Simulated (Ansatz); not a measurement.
Single-point calculation, with input and output: WS2

WS2 (P6₃/mmc, 6 atoms in the cell), computed with DFT PBEsol, scalar-relativistic, plane waves, PAW, no spin polarisation (Ansatz 0.2.0).

The structure derives from an entry of the Crystallography Open Database. It belongs to a series of runs on one base structure; here: band edges and mean potential of the bulk.

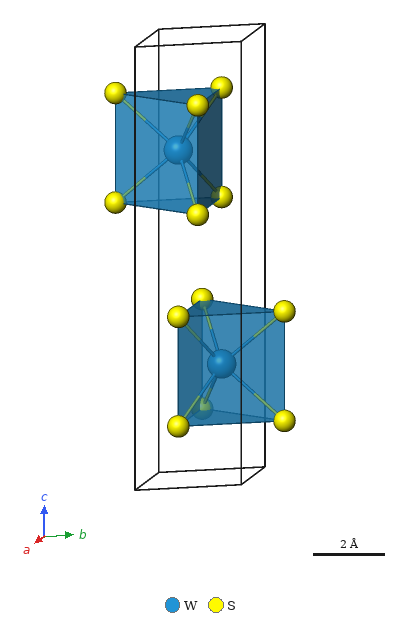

Fig. 1: The input geometry (polyhedral view of the cell of the calculation, seen slightly off an axis; polyhedra are completed across the faces of the cell). An atom can appear more than once, as a periodic image.

### Summary

- outcome: converged
- space group (tolerance 0.01 Å): P6₃/mmc (194)
- electrons treated: 52
- free energy: −24058.1599 eV
- Fermi energy: 11.682 eV
- gap on the k-point mesh: 1.10 eV
- gap on the band path: 1.09 eV
- pressure: 0.00 GPa
- largest force (length of the vector): under 0.001 eV/Å
- hardware: 2 threads of AMD EPYC (Zen 5), 32 GiB of memory available, shared host
- wall time: 3.4 s (CPU time 6.3 s)
- peak memory: 0.49 GiB

### Notes

Spin–orbit coupling is left out, which matters for W.

### Input
```yaml
crystal:
  lattice:
    - [3.1461313789, 0.0, 0.0]
    - [-1.5730656895, 2.7246296978, 0.0]
    - [0.0, 0.0, 12.691731751]
  atoms:
    - { symbol: W, position: [0.3333333333, 0.6666666667, 0.25] }
    - { symbol: W, position: [0.6666666667, 0.3333333333, 0.75] }
    - { symbol: S, position: [0.3333333333, 0.6666666667, 0.6264891206] }
    - { symbol: S, position: [0.6666666667, 0.3333333333, 0.1264891206] }
    - { symbol: S, position: [0.3333333333, 0.6666666667, 0.8735108794] }
    - { symbol: S, position: [0.6666666667, 0.3333333333, 0.3735108794] }
basis:
  ecutwfc: 420
kpoints:
  mp_grid: { grid: [12, 12, 2] }
  band_path: { path: [VBM, CBM], npoints: 2 }
hamiltonian:
  xc: pbesol
scf:
  occupations: { method: gaussian, width: 0.02 }
output:
  forces: true
  stress: true
  eigenvalues: true
```

Launched with:
```bash
ansatz run input.yaml --threads 2 --pin off --max-ram 5120MiB --backend cpu --events-out ev --progress --plain --runs-dir out
```

### Log
```
Engine: ansatz 0.2.0, x86_64-unknown-linux-gnu
Pseudopotentials: kind: paw
Pseudopotential: W, paw, valence charge 14, recommended cutoff 420 eV (normal), W.paw.azcp
Pseudopotential: S, paw, valence charge 6, recommended cutoff 420 eV (normal), S.paw.azcp
Functional definition: PBEsol
  exchange = pbesol_x
  correlation = pbesol_c
Crystal: 6 atoms, lattice volume = 108.794 Å³
Basis set: ecut = 420 eV, 2107 PW (Γ), exchange–correlation on 48×48×180 points (8 copies of the dense FFT grid, shifted against one another)
Bands: 32, of which v1, the nominal top of the filled ones, is band 26 counted from 1 (25 counted from 0)
Symmetry: 24 space group operations
Space group: P63/mmc (ITA 194), of the structure as read, at distance tolerance 4.8e-5 Å
k-points: 38 of 288
Non-local potential: W, projectors of the file, l = 0: 3, l = 1: 2, l = 2: 2, l = 3: 1
Non-local potential: S, projectors of the file, l = 0: 2, l = 1: 2, l = 2: 2
PAW form: soft (Blöchl's): semilocal exchange-correlation on the pseudo side does not see the compensation charge
PAW frozen core: W, regenerated for the run's functional, and the local potential with it (the file was generated under x = pbe(κ = 0.804, μ = 0.2195149727645171), c = pbe(β = 0.06672455060314922))
PAW frozen core: S, regenerated for the run's functional, and the local potential with it (the file was generated under x = pbe(κ = 0.804, μ = 0.2195149727645171), c = pbe(β = 0.06672455060314922))
PAW one-centre angular grid: W, 590 points (default); XC on 64 Gauss nodes
PAW one-centre angular grid: S, 110 points (default); XC on 64 Gauss nodes
Initial density: superposition of atomic densities (neutral atoms: chi_scale 0, normalization atom), corrected by the library's trained network
Initial wavefunctions: pseudopotential atomic-orbital guess
Functional: x = pbesol(κ = 0.804, μ = 0.12345679012345678), c = pbesol(β = 0.046)
SCF iter   1: F=—  HF=-24058.176838 eV  |F-HF|=—  |Δ(HF+E_count)|=         —  Δρ=8.68e-3  dr2=1.50e-1  ethr=1.77e-3  ⟨swp⟩=6.6  Hψ=5755  notcnv=0
preconditioner: auto → Resta (q_TF=auto, 2.412 Å⁻¹)  ε∞=7.5  [insulator: Δε(μ)=1.096 eV  Ē_g=8.410 eV  σ=0.020 eV  W_gap=1.00  n_scr=26 (ndim 8)  ℏωp=21.4 eV  f_vac=0.027  D(μ)=0.00/eV (n_scr^D=0)  ε∞_Penn≈7.5]
SCF iter   2: F=—  HF=-24058.157744 eV  |F-HF|=—  |Δ(HF+E_count)|=   1.91e-2  Δρ=3.18e-3  dr2=5.46e-3  ethr=2.88e-4  ⟨swp⟩=2.5  Hψ=1879  notcnv=0  defer=55
SCF iter   3: F=—  HF=-24058.159085 eV  |F-HF|=—  |Δ(HF+E_count)|=   1.34e-3  Δρ=1.78e-3  dr2=1.68e-3  ethr=1.05e-5  ⟨swp⟩=2.0  Hψ=1706  notcnv=0  defer=55
SCF iter   4: F=—  HF=-24058.159742 eV  |F-HF|=—  |Δ(HF+E_count)|=   6.57e-4  Δρ=7.36e-4  dr2=2.85e-4  ethr=3.23e-6  ⟨swp⟩=2.4  Hψ=1861  notcnv=0  defer=55
SCF iter   5: F=—  HF=-24058.159891 eV  |F-HF|=—  |Δ(HF+E_count)|=   1.49e-4  Δρ=1.56e-4  dr2=1.62e-5  ethr=5.48e-7  ⟨swp⟩=2.6  Hψ=1913  notcnv=0  defer=55
SCF iter   6: F=—  HF=-24058.159860 eV  |F-HF|=—  |Δ(HF+E_count)|=   3.10e-5  Δρ=1.83e-5  dr2=3.89e-7  ethr=3.11e-8  ⟨swp⟩=2.0  Hψ=1729  notcnv=0  defer=55
SCF iter   7: F=-24058.159860 eV  HF=-24058.159860 eV  |F-HF|=2.94e-9  |Δ(HF+E_count)|=   2.67e-7  Δρ=2.68e-6  dr2=9.02e-9  ethr=1.92e-10  ⟨swp⟩=9.7  Hψ=6028  notcnv=0
SCF 1 converged in 7 iterations: F = -24058.159860 eV  dr2 = 9.02e-9
  greatest PAW one-centre occupation: 1.000 electrons in one spin orbital (limit 2), on the W atom at site 1 (counted from 0), in its partial waves of l = 0
```

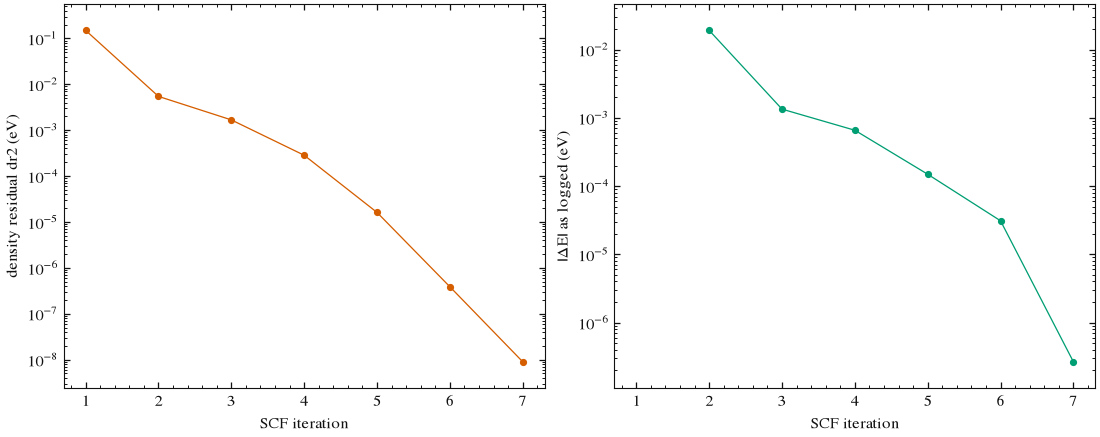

Fig. 2: Convergence of the self-consistent field: density residual dr2 and size of the energy change against the SCF iteration. The residual falls at every step.

```
NSCF: frozen V_eff on 28 k-points
NSCF: frozen V_eff on 28 k-points
NSCF: frozen V_eff on 28 k-points
NSCF: frozen V_eff on 10 k-points
NSCF: frozen V_eff on 13 k-points
NSCF: frozen V_eff on 10 k-points
NSCF: frozen V_eff on 8 k-points
NSCF: frozen V_eff on 16 k-points
NSCF: frozen V_eff on 7 k-points
NSCF: frozen V_eff on 5 k-points
NSCF: frozen V_eff on 13 k-points
NSCF: frozen V_eff on 3 k-points
SCF converged after 7 iterations
Free energy (F): -24058.159860 eV
Harris-Foulkes:  -24058.159860 eV  (|F-HF|=2.94e-9)
Internal energy: -24058.159860 eV  (E = F + TS)
E sigma→0 (E₀):  -24058.159860 eV
Fermi energy:    11.681633 eV
--- Per-component energies (eV) ---
  E_band       = -397.144963
  E_kinetic    = 1333.961190
  E_local      = -3770.423658  (includes V_loc(G=0)·N_el)
  E_nonlocal   = 120.661507
  E_hartree    = 1511.842829
  E_xc         = -917.560248
  E_vxc        = -830.183948  (∫ρ·V_xc dr)
  E_paw        = -19209.060812  (= ΣΔE_a)
  E_vpaw       = -274.844205  (= ΣTr[D̂ρ^β])
  E_aug_tail   = -0.000133  (compensation charges beyond the density's cutoff)
  E_ewald      = -3128.271917
  E_core_change = 0.691382  (= ΣΔE_core)
  E_smearing   = -0.000000  (= −TS)
  E_closure    = 0.000000  (closes the sum)
  Σ components = -24058.159860   (vs F -24058.159860, Δ=0.00e0)
--- Forces (eV/Å), atoms counted from 1 ---
  atom   1  W      0.00000000     0.00000000     0.00000000
  atom   2  W     -0.00000000    -0.00000000     0.00000000
  atom   3  S     -0.00000000     0.00000000     0.00022890
  atom   4  S     -0.00000000    -0.00000000     0.00022890
  atom   5  S     -0.00000000     0.00000000    -0.00022890
  atom   6  S      0.00000000    -0.00000000    -0.00022890
  max |Σ_I F_I| component: 1.39e-17 eV/Å
--- Stress (GPa, compression-positive) ---
        0.001277      -0.000000       0.000000
        0.000000       0.001277       0.000000
        0.000000       0.000000       0.008907
  P = ⅓ Tr σ = 0.0038 GPa (0.038 kbar)
--- Band table (eV; the first three rows and the last of 38) ---
  k-point 0: bands = ["-63.2405", "-63.2405", "-27.5548", "-27.5548", "-27.3575", "-27.3575", "-27.3575", "-27.3575", "-4.3807", "-4.2230", "-2.7658", "-2.4552", "3.6691", "4.4908", "7.5130", "7.7433", "7.7433", "7.7517", "7.7517", "9.0147", "9.0147", "9.0476", "9.0476", "9.4930", "10.0023", "11.1328", "13.5801", "13.5801", "13.5869", "13.5869", "13.6941", "13.6941"]
  k-point 1: bands = ["-63.2405", "-63.2405", "-27.5548", "-27.5548", "-27.3575", "-27.3575", "-27.3575", "-27.3575", "-4.3078", "-4.3078", "-2.6067", "-2.6067", "4.0341", "4.0341", "7.7475", "7.7475", "7.7475", "7.7475", "8.3170", "8.3170", "9.0311", "9.0311", "9.0311", "9.0311", "10.8037", "10.8037", "13.5787", "13.5787", "13.5787", "13.5787", "13.7613", "13.7613"]
  k-point 2: bands = ["-63.2392", "-63.2392", "-27.5500", "-27.5500", "-27.3837", "-27.3837", "-27.3636", "-27.3636", "-4.2597", "-4.1020", "-2.7163", "-2.4153", "3.8126", "4.6340", "7.3226", "7.4318", "7.4466", "7.8606", "7.8730", "8.4798", "8.8235", "8.8599", "9.0598", "9.7580", "10.0160", "10.9450", "13.4319", "13.4626", "13.5163", "13.5748", "13.5818", "13.7177"]
  k-point 37: bands = ["-63.2180", "-63.2180", "-27.6419", "-27.6419", "-27.6040", "-27.6040", "-27.4743", "-27.4743", "-1.6912", "-1.6912", "-1.6284", "-1.6284", "4.6654", "4.6654", "5.1076", "5.1076", "5.9949", "5.9949", "6.5702", "6.5702", "7.3841", "7.3841", "8.1657", "8.1657", "10.5854", "10.5854", "12.5381", "12.5381", "13.8153", "13.8153", "14.7100", "14.7100"]
```
